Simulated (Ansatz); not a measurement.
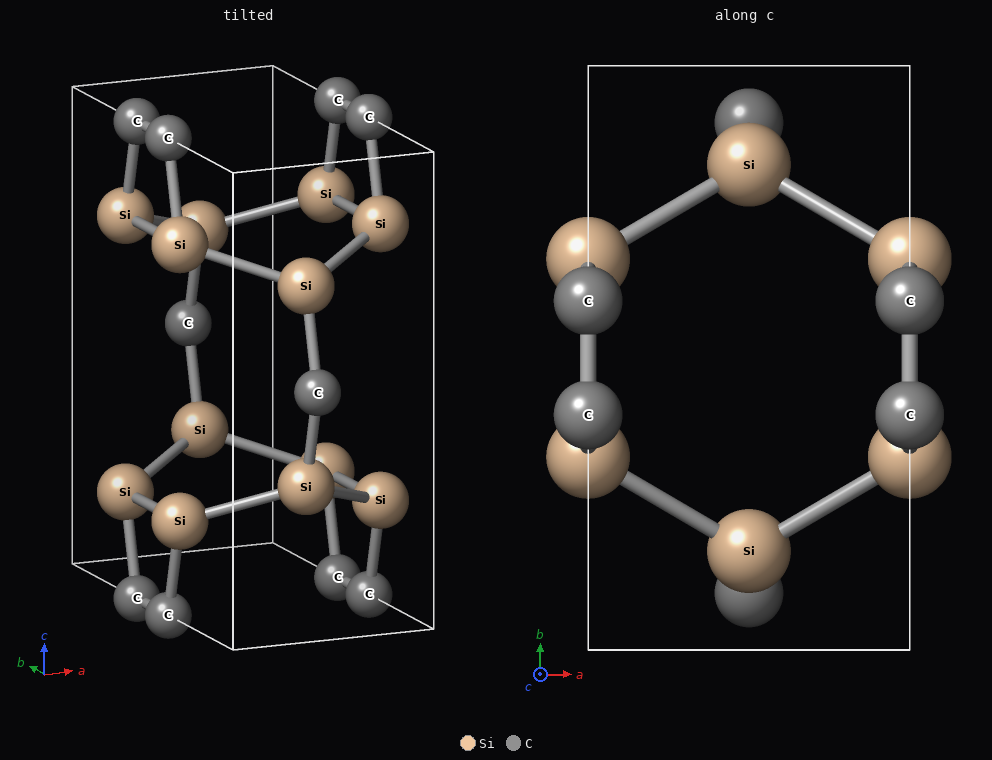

Ball-and-stick representation of a periodic structure, projected slightly off an axis and along the c axis. One conventional unit cell is outlined, and atoms on its boundary appear in each equivalent place. Cell: a = 3.90 Å, b = 7.08 Å, c = 8.73 Å, α = 90.00°, β = 90.00°, γ = 90.00°.

The initial geometry was a structure type filled with these elements by a generator (whether the compound takes this form wasn't checked). Earlier steps of the study may have refined or changed the cell and positions. Ansatz was used for an electronic-structure calculation on it.

> What is this?

Chemical formula Si$_{2}$C. Its lattice is body-centred orthorhombic, its space group Immm (No. 71). It has 12 atoms to the cell (8 Si, 4 C). Each Si has three Si and one C (about 2.4 Å to Si, 1.9 Å to C). Each C is bonded to two Si and one C (about 1.9 Å to Si, 1.4 Å to C). The bonds build a three-dimensional framework.

Calculation details: DFT PBE, scalar-relativistic, plane waves, PAW in Ansatz 0.2.0; plane-wave cutoff 420 eV, k-points about 0.23 Å⁻¹ apart, Gaussian smearing of 0.02 eV, no spin polarisation.

> Is the electronic structure metallic or gapped?

A semiconductor at this level, with a gap of 1.05 eV, indirect.

> List the Bader charges.

Si +0.66 e; C -1.32 e.

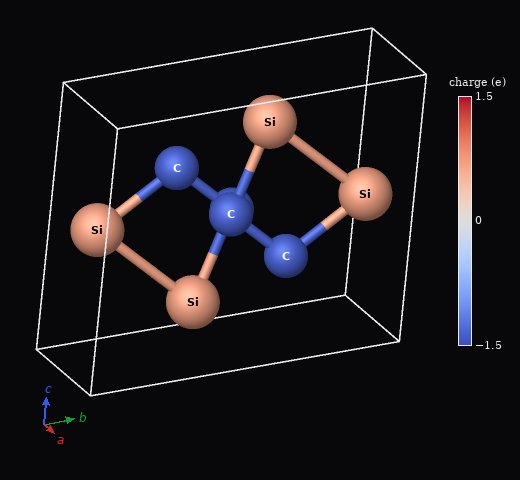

The atoms coloured by those charges. The run's cell of 6 atoms is drawn in a reduced setting, so axes and origin can differ from the first picture.

> Do the forces and the stress vanish for this geometry?

Yes. All forces vanish to within 0.01 eV/Å. The pressure is 0.0 GPa, close to zero.
